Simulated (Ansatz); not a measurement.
Consider SiNi.

```
CELL_PARAMETERS angstrom
0.00000 -3.37549 0.00000
-5.15409 0.00000 0.00000
0.00000 0.00000 -5.61971
ATOMIC_POSITIONS crystal
Si 0.00000 0.42875 0.91592
Si 0.50000 0.57125 0.41592
Si 0.00000 0.92875 0.58408
Si 0.50000 0.07125 0.08408
Ni 0.50000 0.74178 0.83820
Ni 0.00000 0.25822 0.33820
Ni 0.50000 0.24178 0.71518
Ni 0.00000 0.75822 0.21518
```

Space group Pmn2₁; changed on purpose from its base cell (all Ni atoms moved -0.150 Å, as atom 5 along Cartesian [0 0 1]); not relaxed (largest force 1.4 eV/Å); computed without spin polarisation.

Computed with DFT PBE, scalar-relativistic, plane waves, PAW in Ansatz.

What can the converged valence pseudo-density and electron localisation function tell about the bonding?

Si–Ni (2.25 Å): the density is about 0.54 e/Å³ at the midpoint; the ELF peaks at about 0.75 in the valence shell of Si, 0.8 Å from its nucleus, and is about 0.50 at the midpoint.
Si–Ni (2.39 Å): ρ at the midpoint is about 0.42 e/Å³; the ELF peaks at about 0.70 in the valence shell of Si, 0.9 Å from its nucleus, and is about 0.50 at the midpoint.

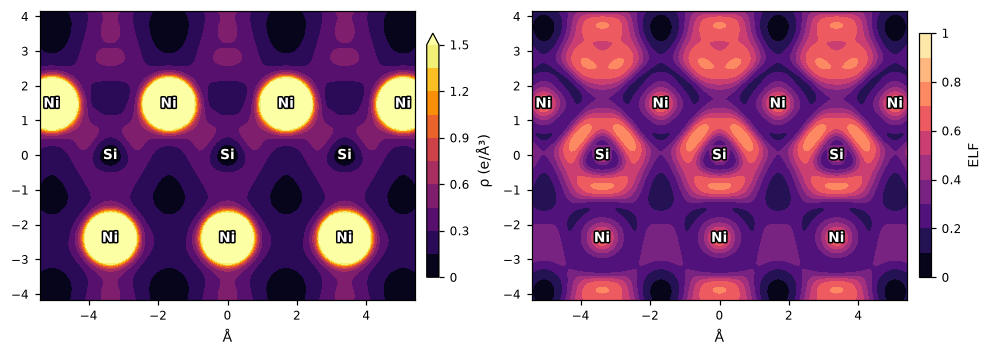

Computed valence pseudo-density and electron localisation function on the (011) plane of the conventional cell, in this order. Atoms just off the plane (Si, 0.6 Å away) can leave unmarked features too.

In a PAW calculation such maps are meaningful between the atoms, not at the nuclei.
